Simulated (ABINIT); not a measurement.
**Run report: SiC, dielectric calculation (part 2 of 2)**

SiC (F-43m, 2 atoms in the cell); Kohn-Sham DFT of a periodic cell, PBE, PseudoDojo NC SR PBE v0.4.1 standard, no spin polarisation (ABINIT 10.8.3); cutoff 843.55 eV, 4×4×4 k-mesh, fixed occupations. The structure derives from an entry of the Crystallography Open Database.

Geometry of the input (Å; fractional positions):
```
0.0000  2.1790  2.1790
2.1790  0.0000  2.1790
2.1790  2.1790  0.0000
Si 0.0000  0.0000  0.0000
C  0.7500  0.7500  0.7500
```

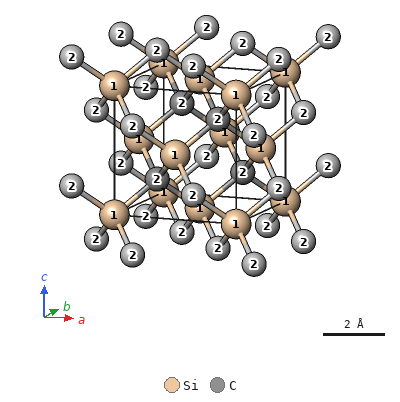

Fig. 1: The structure as given in the input (ball-and-stick view of the cell 4 times as large as that of the calculation, set on its symmetry axes, seen slightly off an axis; neighbours outside the cell are drawn fainter; atoms are numbered from 1 in the order of the input). An atom can appear more than once, as a periodic image.

### Log, continued
```
--- !DatasetInfo
iteration_state: {dtset: 2, }
dimensions: {natom: 2, nkpt: 128, mband: 4, nsppol: 1, nspinor: 1, nspden: 1, mpw: 1167, }
cutoff_energies: {ecut:  31.0, pawecutdg:  -1.0, }
electrons: {nelect:   8.00000000E+00, charge:   0.00000000E+00, occopt:   1.00000000E+00, tsmear:   1.00000000E-02, }
meta: {optdriver: 1, rfelfd: 2, }
...

 mkfilename : getwfk/=0, take file _WFK from output of DATASET   1.

 Exchange-correlation functional for the present dataset will be:
  GGA: Perdew-Burke-Ernzerhof functional - ixc=11
  J.P.Perdew, K.Burke, M.Ernzerhof, PRL 77, 3865 (1996)

 Real(R)+Recip(G) space primitive vectors, cartesian coordinates (Bohr,Bohr^-1):
 R(1)=  0.0000000  4.1177132  4.1177132  G(1)= -0.1214266  0.1214266  0.1214266
 R(2)=  4.1177132  0.0000000  4.1177132  G(2)=  0.1214266 -0.1214266  0.1214266
 R(3)=  4.1177132  4.1177132  0.0000000  G(3)=  0.1214266  0.1214266 -0.1214266
 Unit cell volume ucvol=  1.3963629E+02 bohr^3
 Angles (23,13,12)=  6.00000000E+01  6.00000000E+01  6.00000000E+01 degrees
 setup1 : take into account q-point for computing boxcut.

 getcut: wavevector=  0.0000  0.0000  0.0000  ngfft=  30  30  30
         ecut(hartree)=     31.000   => boxcut(ratio)=   2.05772
--------------------------------------------------------------------------------

 ==>  initialize data related to q vector <==

 The list of irreducible perturbations for this q vector is:
    1)    idir= 1    ipert=   3
    2)    idir= 2    ipert=   3
    3)    idir= 3    ipert=   3

================================================================================

--------------------------------------------------------------------------------
 Perturbation wavevector (in red.coord.)   0.000000  0.000000  0.000000
 Perturbation : derivative vs k along direction   1
 The set of symmetries contains only one element for this perturbation.
 symkpt : not enough symmetry to change the number of k points.

--------------------------------------------------------------------------------

--------------------------------------------------------------------------------

 Initialisation of the first-order wave-functions :
  ireadwf=   0

--- !BeginCycle
iteration_state: {dtset: 2, }
solver: {iscf: -3, nstep: 80, nline: 4, wfoptalg: 0, }
tolerances: {tolwfr: 1.00E-18, }
...

     iter   2DEtotal(Ha)        deltaE(Ha) residm    vres2
-ETOT  1  -13.776631049476     -1.378E+01 3.006E-01 0.000E+00
 ETOT  2  -13.820265981088     -4.363E-02 3.026E-03 0.000E+00
 ETOT  3  -13.820560293769     -2.943E-04 2.392E-05 0.000E+00
 ETOT  4  -13.820562946490     -2.653E-06 3.437E-07 0.000E+00
 ETOT  5  -13.820562973736     -2.725E-08 2.870E-09 0.000E+00
 ETOT  6  -13.820562974036     -3.001E-10 6.506E-11 0.000E+00
 ETOT  7  -13.820562974040     -3.496E-12 4.834E-13 0.000E+00
 ETOT  8  -13.820562974040     -4.974E-14 1.323E-14 0.000E+00
 ETOT  9  -13.820562974040      3.553E-15 9.886E-17 0.000E+00
 ETOT 10  -13.820562974040      3.553E-15 2.784E-18 0.000E+00
 ETOT 11  -13.820562974040      0.000E+00 9.979E-19 0.000E+00

 At SCF step   11   max residual=  9.98E-19 < tolwfr=  1.00E-18 =>converged.
================================================================================

 ----iterations are completed or convergence reached----

 Mean square residual over all n,k,spin=   53.354E-20; max=  99.788E-20
 dfpt_looppert : ek2=    2.7940153491E+01
          f-sum rule ratio=    1.0041134825E+00
 Expectation of eigenvalue derivatives (hartree) for nkpt= 128  k points:
  (in case of degenerate eigenvalues, averaged derivative)
 kpt#   1, nband=  4, wtk=  0.00781, kpt= -0.1250 -0.2500  0.0000 (reduced coord)
  -0.05978   -0.24696    0.22072    0.32320
 prteigrs : prtvol=0 or 1, do not print more k-points.

 2DEtotal=   -0.1382056297E+02 Ha. Also 2DEtotal=   -0.376076677223E+03 eV
    (  non-var. 2DEtotal :   -1.3820562973E+01 Ha)

--------------------------------------------------------------------------------
 Perturbation wavevector (in red.coord.)   0.000000  0.000000  0.000000
 Perturbation : derivative vs k along direction   2
 The set of symmetries contains only one element for this perturbation.
 symkpt : not enough symmetry to change the number of k points.

--------------------------------------------------------------------------------

--------------------------------------------------------------------------------

 Initialisation of the first-order wave-functions :
  ireadwf=   0

--- !BeginCycle
iteration_state: {dtset: 2, }
solver: {iscf: -3, nstep: 80, nline: 4, wfoptalg: 0, }
tolerances: {tolwfr: 1.00E-18, }
...

     iter   2DEtotal(Ha)        deltaE(Ha) residm    vres2
-ETOT  1  -13.776631049299     -1.378E+01 3.006E-01 0.000E+00
 ETOT  2  -13.820265980911     -4.363E-02 3.026E-03 0.000E+00
 ETOT  3  -13.820560293591     -2.943E-04 2.392E-05 0.000E+00
 ETOT  4  -13.820562946313     -2.653E-06 3.437E-07 0.000E+00
 ETOT  5  -13.820562973558     -2.725E-08 2.870E-09 0.000E+00
 ETOT  6  -13.820562973859     -3.001E-10 6.506E-11 0.000E+00
 ETOT  7  -13.820562973862     -3.464E-12 4.834E-13 0.000E+00
 ETOT  8  -13.820562973862     -3.197E-14 1.323E-14 0.000E+00
 ETOT  9  -13.820562973862      1.066E-14 9.886E-17 0.000E+00
 ETOT 10  -13.820562973862     -3.375E-14 2.784E-18 0.000E+00
 ETOT 11  -13.820562973862      5.329E-15 9.979E-19 0.000E+00

 At SCF step   11   max residual=  9.98E-19 < tolwfr=  1.00E-18 =>converged.
================================================================================

 ----iterations are completed or convergence reached----

 Mean square residual over all n,k,spin=   53.351E-20; max=  99.789E-20
 dfpt_looppert : ek2=    2.7940153491E+01
          f-sum rule ratio=    1.0041134825E+00
 Expectation of eigenvalue derivatives (hartree) for nkpt= 128  k points:
  (in case of degenerate eigenvalues, averaged derivative)
 kpt#   1, nband=  4, wtk=  0.00781, kpt= -0.1250 -0.2500  0.0000 (reduced coord)
  -0.28775    0.78803    0.13224    0.14115
 prteigrs : prtvol=0 or 1, do not print more k-points.

 2DEtotal=   -0.1382056297E+02 Ha. Also 2DEtotal=   -0.376076677219E+03 eV
    (  non-var. 2DEtotal :   -1.3820562973E+01 Ha)

--------------------------------------------------------------------------------
 Perturbation wavevector (in red.coord.)   0.000000  0.000000  0.000000
 Perturbation : derivative vs k along direction   3
 The set of symmetries contains only one element for this perturbation.
 symkpt : not enough symmetry to change the number of k points.

--------------------------------------------------------------------------------

--------------------------------------------------------------------------------

 Initialisation of the first-order wave-functions :
  ireadwf=   0

--- !BeginCycle
iteration_state: {dtset: 2, }
solver: {iscf: -3, nstep: 80, nline: 4, wfoptalg: 0, }
tolerances: {tolwfr: 1.00E-18, }
...

     iter   2DEtotal(Ha)        deltaE(Ha) residm    vres2
-ETOT  1  -13.776631049121     -1.378E+01 3.006E-01 0.000E+00
 ETOT  2  -13.820265980733     -4.363E-02 3.026E-03 0.000E+00
 ETOT  3  -13.820560293413     -2.943E-04 2.392E-05 0.000E+00
 ETOT  4  -13.820562946135     -2.653E-06 3.437E-07 0.000E+00
 ETOT  5  -13.820562973381     -2.725E-08 2.870E-09 0.000E+00
 ETOT  6  -13.820562973681     -3.001E-10 6.506E-11 0.000E+00
 ETOT  7  -13.820562973684     -3.453E-12 4.834E-13 0.000E+00
 ETOT  8  -13.820562973684     -3.553E-14 1.323E-14 0.000E+00
 ETOT  9  -13.820562973684     -1.421E-14 9.886E-17 0.000E+00
 ETOT 10  -13.820562973684      1.066E-14 2.784E-18 0.000E+00
 ETOT 11  -13.820562973684      5.329E-15 9.979E-19 0.000E+00

 At SCF step   11   max residual=  9.98E-19 < tolwfr=  1.00E-18 =>converged.
================================================================================

 ----iterations are completed or convergence reached----

 Mean square residual over all n,k,spin=   53.353E-20; max=  99.788E-20
 dfpt_looppert : ek2=    2.7940153491E+01
          f-sum rule ratio=    1.0041134825E+00
 Expectation of eigenvalue derivatives (hartree) for nkpt= 128  k points:
  (in case of degenerate eigenvalues, averaged derivative)
 kpt#   1, nband=  4, wtk=  0.00781, kpt= -0.1250 -0.2500  0.0000 (reduced coord)
   0.17376   -0.27054   -0.17648   -0.23218
 prteigrs : prtvol=0 or 1, do not print more k-points.

 2DEtotal=   -0.1382056297E+02 Ha. Also 2DEtotal=   -0.376076677214E+03 eV
    (  non-var. 2DEtotal :   -1.3820562973E+01 Ha)
================================================================================

 ---- first-order wavefunction calculations are completed ----

 Total localisation tensor (bohr^2) in cartesian coordinates
  WARNING : still subject to testing - especially symmetries.
      direction              matrix element
   alpha     beta       real part   imaginary part
     1        1       1.9633830932   -0.0000000000
     1        2       0.9816915466    0.0000000000
     1        3       0.9816915466   -0.0000000000
     2        1       0.9816915466    0.0000000000
     2        2       1.9633830932   -0.0000000000
     2        3       0.9816915466   -0.0000000000
     3        1       0.9816915466   -0.0000000000
     3        2       0.9816915466   -0.0000000000
     3        3       1.9633830932   -0.0000000000

 respfn : d/dk was computed, but no 2DTE, so no DDB output.

================================================================================
== DATASET  3 ==================================================================

--- !DatasetInfo
iteration_state: {dtset: 3, }
dimensions: {natom: 2, nkpt: 128, mband: 4, nsppol: 1, nspinor: 1, nspden: 1, mpw: 1167, }
cutoff_energies: {ecut:  31.0, pawecutdg:  -1.0, }
electrons: {nelect:   8.00000000E+00, charge:   0.00000000E+00, occopt:   1.00000000E+00, tsmear:   1.00000000E-02, }
meta: {optdriver: 1, rfelfd: 3, }
...

 mkfilename : getwfk/=0, take file _WFK from output of DATASET   1.

 mkfilename : getddk/=0, take file _1WF from output of DATASET   2.

 Exchange-correlation functional for the present dataset will be:
  GGA: Perdew-Burke-Ernzerhof functional - ixc=11
  J.P.Perdew, K.Burke, M.Ernzerhof, PRL 77, 3865 (1996)

 Real(R)+Recip(G) space primitive vectors, cartesian coordinates (Bohr,Bohr^-1):
 R(1)=  0.0000000  4.1177132  4.1177132  G(1)= -0.1214266  0.1214266  0.1214266
 R(2)=  4.1177132  0.0000000  4.1177132  G(2)=  0.1214266 -0.1214266  0.1214266
 R(3)=  4.1177132  4.1177132  0.0000000  G(3)=  0.1214266  0.1214266 -0.1214266
 Unit cell volume ucvol=  1.3963629E+02 bohr^3
 Angles (23,13,12)=  6.00000000E+01  6.00000000E+01  6.00000000E+01 degrees
 setup1 : take into account q-point for computing boxcut.

 getcut: wavevector=  0.0000  0.0000  0.0000  ngfft=  30  30  30
         ecut(hartree)=     31.000   => boxcut(ratio)=   2.05772
--------------------------------------------------------------------------------

 ==>  initialize data related to q vector <==

 The list of irreducible perturbations for this q vector is:
    1)    idir= 1    ipert=   4

================================================================================

 The perturbation idir=   2  ipert=   4 is
 symmetric of a previously calculated perturbation.
 So, its SCF calculation is not needed.

 The perturbation idir=   3  ipert=   4 is
 symmetric of a previously calculated perturbation.
 So, its SCF calculation is not needed.

--------------------------------------------------------------------------------
 Perturbation wavevector (in red.coord.)   0.000000  0.000000  0.000000
 Perturbation : homogeneous electric field along direction   1
 The set of symmetries contains only one element for this perturbation.
 symkpt : not enough symmetry to change the number of k points.

--------------------------------------------------------------------------------

--------------------------------------------------------------------------------

 Initialisation of the first-order wave-functions :
  ireadwf=   0

--- !BeginCycle
iteration_state: {dtset: 3, }
solver: {iscf: 7, nstep: 80, nline: 4, wfoptalg: 0, }
tolerances: {tolvrs: 1.00E-09, }
...

     iter   2DEtotal(Ha)        deltaE(Ha) residm    vres2
-ETOT  1  -114.98554971264     -1.150E+02 4.463E+00 5.497E+03
 ETOT  2  -117.40470577039     -2.419E+00 9.865E-02 1.391E+02
 ETOT  3  -117.47045918784     -6.575E-02 7.103E-04 2.109E+00
 ETOT  4  -117.47111523724     -6.560E-04 6.810E-06 1.258E-01
 ETOT  5  -117.47116075638     -4.552E-05 5.149E-07 2.914E-02
 ETOT  6  -117.47117739278     -1.664E-05 7.368E-08 1.010E-04
 ETOT  7  -117.47117745205     -5.927E-08 4.541E-10 4.280E-07
 ETOT  8  -117.47117745223     -1.793E-10 3.186E-12 5.569E-09
 ETOT  9  -117.47117745223     -1.876E-12 4.926E-14 1.891E-10

 At SCF step    9       vres2   =  1.89E-10 < tolvrs=  1.00E-09 =>converged.
-open ddk wf file :runo_DS2_1WF7
-open ddk wf file :runo_DS2_1WF8
-open ddk wf file :runo_DS2_1WF9
================================================================================

 ----iterations are completed or convergence reached----

 Mean square residual over all n,k,spin=   62.898E-16; max=  49.256E-15

 2DEtotal=   -0.1174711775E+03 Ha. Also 2DEtotal=   -0.319655358242E+04 eV
    (  non-var. 2DEtotal :   -1.1747117773E+02 Ha)
================================================================================

 ---- first-order wavefunction calculations are completed ----

 ==> Compute Derivative Database <==
 The violation of the charge neutrality conditions
 by the effective charges is as follows :
    atom        electric field
 displacement     direction
       1               1       -0.032908        0.000000
       1               2        0.000000        0.000000
       1               3        0.000000        0.000000
       2               1        0.000000        0.000000
       2               2       -0.032908        0.000000
       2               3       -0.000000        0.000000
       3               1       -0.000000        0.000000
       3               2       -0.000000        0.000000
       3               3       -0.032908        0.000000

 Effective charge tensors after
 imposition of the charge neutrality (if requested by user),
 and eventual restriction to some part :
   atom    displacement
         1         1    2.706211E+00   -3.365650E-16   -1.216515E-16
         1         2   -1.145204E-16    2.706211E+00    1.200845E-16
         1         3    1.145204E-16    3.365650E-16    2.706211E+00
         2         1   -2.706211E+00    3.365650E-16    1.216515E-16
         2         2    1.145204E-16   -2.706211E+00   -1.200845E-16
         2         3   -1.145204E-16   -3.365650E-16   -2.706211E+00
 Now, the imaginary part of the dynamical matrix is zeroed

  Dielectric tensor, in cartesian coordinates,
     j1       j2             matrix element
  dir pert dir pert     real part    imaginary part

   1    4   1    4         7.0538839785        -0.0000000000

   2    4   2    4         7.0538839785        -0.0000000000

   3    4   3    4         7.0538839785        -0.0000000000

  Effective charges, in cartesian coordinates,
  (from electric field response)
   if specified in the inputs, charge neutrality has been imposed
     j1       j2             matrix element
  dir pert dir pert     real part    imaginary part

   1    1   1    4         2.7062108954         0.0000000000
   1    2   1    4        -2.7062108954         0.0000000000

   2    1   2    4         2.7062108954         0.0000000000
   2    2   2    4        -2.7062108954         0.0000000000

   3    1   3    4         2.7062108954         0.0000000000
   3    2   3    4        -2.7062108954         0.0000000000

== END DATASET(S) ==============================================================
================================================================================

 -outvars: echo values of variables after computation  --------
            acell      1.8897261259E+00  1.8897261259E+00  1.8897261259E+00 Bohr
           etotal1    -1.0268708023E+01
           etotal2    -1.3820562974E+01
           etotal3    -1.1747117745E+02
            fcart1     2.0434925542E-30  2.0434925542E-30 -6.1304776625E-30
                      -2.0434925542E-30 -2.0434925542E-30  6.1304776625E-30
            fcart3     0.0000000000E+00  0.0000000000E+00  0.0000000000E+00
                       0.0000000000E+00  0.0000000000E+00  0.0000000000E+00
            rprim      0.0000000000E+00  2.1790000000E+00  2.1790000000E+00
                       2.1790000000E+00  0.0000000000E+00  2.1790000000E+00
                       2.1790000000E+00  2.1790000000E+00  0.0000000000E+00
           strten1    -5.8159829825E-05 -5.8159829825E-05 -5.8159829825E-05
                       0.0000000000E+00  0.0000000000E+00  0.0000000000E+00
           strten3     0.0000000000E+00  0.0000000000E+00  0.0000000000E+00
                       0.0000000000E+00  0.0000000000E+00  0.0000000000E+00
           xangst      0.0000000000E+00  0.0000000000E+00  0.0000000000E+00
                       3.2685000000E+00  3.2685000000E+00  3.2685000000E+00
             xred      0.0000000000E+00  0.0000000000E+00  0.0000000000E+00
                       7.5000000000E-01  7.5000000000E-01  7.5000000000E-01
 Calculation completed.
```

### File anaddb.abo
```
.Version 10.8.3 of ANADDB
================================================================================

 -outvars_anaddb: echo values of input variables ----------------------

 Flags :
     dieflag         2
 Miscellaneous information :
         asr         2

================================================================================

 read the DDB information and perform some checks

  ==== Info on the Cryst% object ====
 Real(R)+Recip(G) space primitive vectors, cartesian coordinates (Bohr,Bohr^-1):
 R(1)=  0.0000000  4.1177132  4.1177132  G(1)= -0.1214266  0.1214266  0.1214266
 R(2)=  4.1177132  0.0000000  4.1177132  G(2)=  0.1214266 -0.1214266  0.1214266
 R(3)=  4.1177132  4.1177132  0.0000000  G(3)=  0.1214266  0.1214266 -0.1214266
 Unit cell volume ucvol=  1.3963629E+02 bohr^3
 Angles (23,13,12)=  6.00000000E+01  6.00000000E+01  6.00000000E+01 degrees
 Time-reversal symmetry is present
 Reduced atomic positions [iatom, xred, symbol]:
    1)    0.0000000  0.0000000  0.0000000  Si
    2)    0.7500000  0.7500000  0.7500000   C

 DDB file with 3 blocks has been read.

================================================================================

 Dielectric Tensor and Effective Charges

 anaddb : Zero the imaginary part of the Dynamical Matrix at Gamma,
   and impose the ASR on the effective charges

 The violation of the charge neutrality conditions
 by the effective charges is as follows :
    atom        electric field
 displacement     direction
       1               1       -0.032908        0.000000
       1               2       -0.000000        0.000000
       1               3       -0.000000        0.000000
       2               1       -0.000000        0.000000
       2               2       -0.032908        0.000000
       2               3        0.000000        0.000000
       3               1        0.000000        0.000000
       3               2        0.000000        0.000000
       3               3       -0.032908        0.000000

 Effective charge tensors after
 imposition of the charge neutrality (if requested by user),
 and eventual restriction to some part :
   atom    displacement
         1         1    2.706211E+00    6.846717E-17    6.872704E-17
         1         2    6.846717E-17    2.706211E+00   -6.820730E-17
         1         3   -6.846717E-17   -6.846717E-17    2.706211E+00
         2         1   -2.706211E+00   -6.846717E-17   -6.872704E-17
         2         2   -6.846717E-17   -2.706211E+00    6.820730E-17
         2         3    6.846717E-17    6.846717E-17   -2.706211E+00
 Now, the imaginary part of the dynamical matrix is zeroed

================================================================================

 anaddb : the run completed successfully.
```
